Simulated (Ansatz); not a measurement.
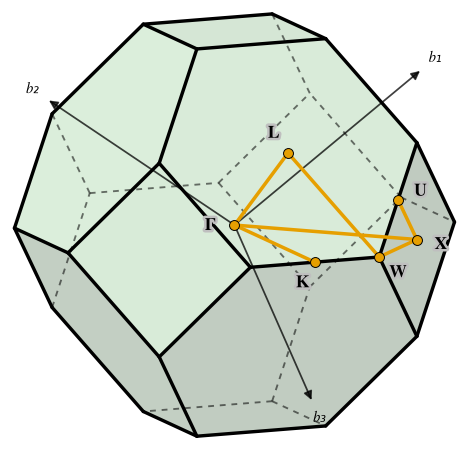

The first Brillouin zone and its special points. Crystal: CaS, the input geometry of an electronic-structure calculation (not necessarily at equilibrium); the starting structure was generated, so it need not be a known form of this composition. Geometry calculated from the standardised cell; symmetry tolerance 0.002 Å.

Space group No. 225, Fm-3m; a = 5.696 Å, b = 5.696 Å, c = 5.696 Å, α = 90.00°, β = 90.00°, γ = 90.00°.

Labels and path follow the convention of Hinuma et al. (2017), as computed by seekpath; the arrows show the directions of the reciprocal primitive vectors b₁, b₂, b₃, in which coordinates are given; lengths include the factor 2π.

### List the special points with their coordinates and distances from Γ.

```json
{"point": "Γ", "k₁": "0", "k₂": "0", "k₃": "0", "length of k (1/Å)": "0.000"}
{"point": "X", "k₁": "1/2", "k₂": "0", "k₃": "1/2", "length of k (1/Å)": "1.103"}
{"point": "L", "k₁": "1/2", "k₂": "1/2", "k₃": "1/2", "length of k (1/Å)": "0.955"}
{"point": "W", "k₁": "1/2", "k₂": "1/4", "k₃": "3/4", "length of k (1/Å)": "1.233"}
{"point": "K", "k₁": "3/8", "k₂": "3/8", "k₃": "3/4", "length of k (1/Å)": "1.170"}
{"point": "U", "k₁": "5/8", "k₂": "1/4", "k₃": "5/8", "length of k (1/Å)": "1.170"}
```

### What is the zone's volume?

(2π)³ over the primitive cell's volume of 46.20 Å³: 5.37 Å⁻³.
